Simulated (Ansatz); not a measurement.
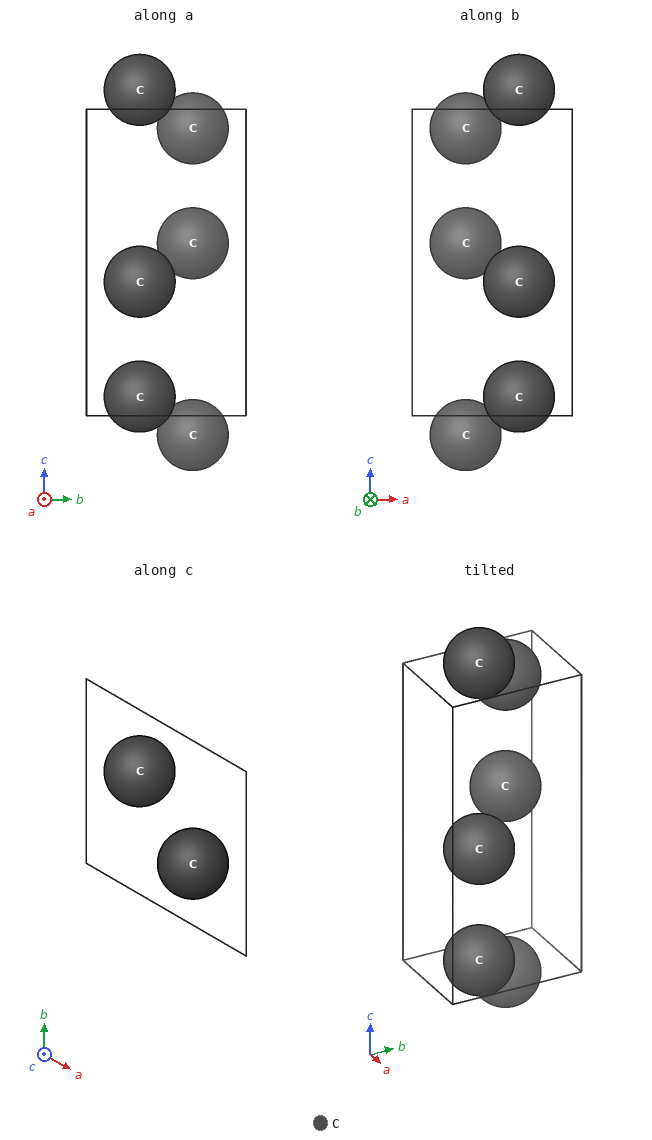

Spheres-only representation of a periodic structure, projected along the a axis, along the b axis, along the c axis and slightly off an axis. The edges of the unit cell are marked.

Lattice parameters: a = 2.516 Å, b = 2.506 Å, c = 4.169 Å, α = 90.00°, β = 90.00°, γ = 120.12°. Put a along x and b in the xy plane.

Put the structure into a POSCAR file, with free fractional coordinates to two decimals.

```
C
1.0
     2.516    0.000    0.000
    -1.258    2.168    0.000
     0.000    0.000    4.169
C
4
Direct
  0.67 0.33 0.06
  0.67 0.33 0.44
  0.33 0.67 0.56
  0.33 0.67 0.94
```

Source of the structure: a structure type filled with this element by a generator (whether the element takes this form wasn't checked). The cell was then strained or its atoms displaced on purpose. It went into a calculation with Ansatz.

At this level of theory the cell isn't at rest (stretched, at -8 GPa), so its distances can differ from those at equilibrium, the more so the softer the solid.
